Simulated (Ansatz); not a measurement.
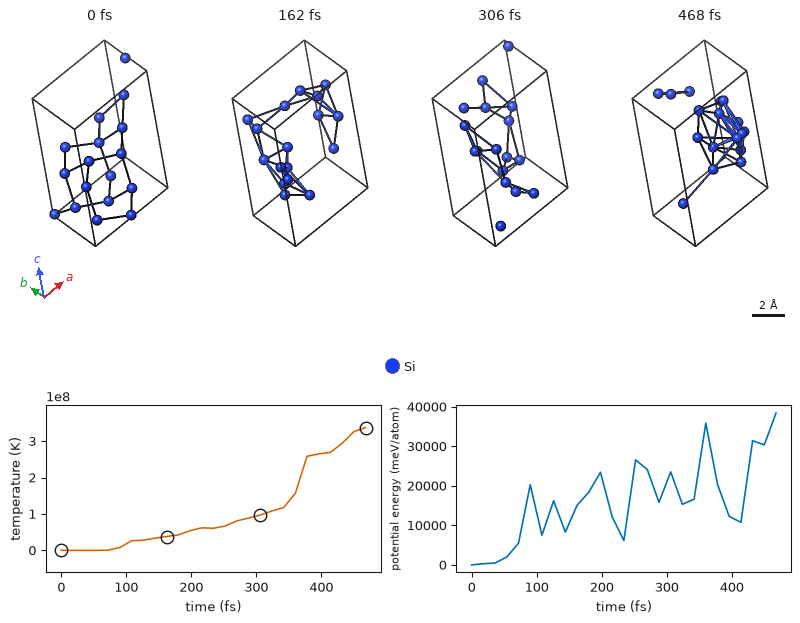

First-principles dynamics of Si with an interstitial Si (17 atoms in the cell), of which 468 fs are on record. Frames and the history of the run. A ball-and-stick model of the reduced simulation cell, seen slightly off an axis. Atoms that leave the cell re-enter on the other side. Bonds to atoms that aren't drawn are left out. Lengths and directions refer to the drawn axes.

All numbers below come from DFT PBE, scalar-relativistic, plane waves, PAW in Ansatz. Run with plane-wave cutoff 420 eV; k-point mesh 2 × 2 × 2; Fermi-Dirac smearing 0.02 eV; low-accuracy preset; constant energy (NVE); velocities drawn for 1800 K; time step 18 fs.

### What do the frames and curves show?

In the second half of the run the atoms are, in the root-mean-square, this far from where they began (common drift taken out): Si 21.39 Å. The integration has become unstable, so these distances have no physical meaning. The temperature peaks at 337526846 K, at 468 fs, and is 337526846 K at the end. The total energy moves between 0 and 4.1e+07 meV per atom from its start, in jumps that begin near 342 fs. The integration has failed. The time step of 18 fs is long for the fastest vibrations here (lightest element silicon). The run was cut off by its time limit after 26 steps.

Limits of the set-up: the program's low-accuracy preset was used; the periodic images lie only 7.7 Å apart, so the values are limited by the cell's size.
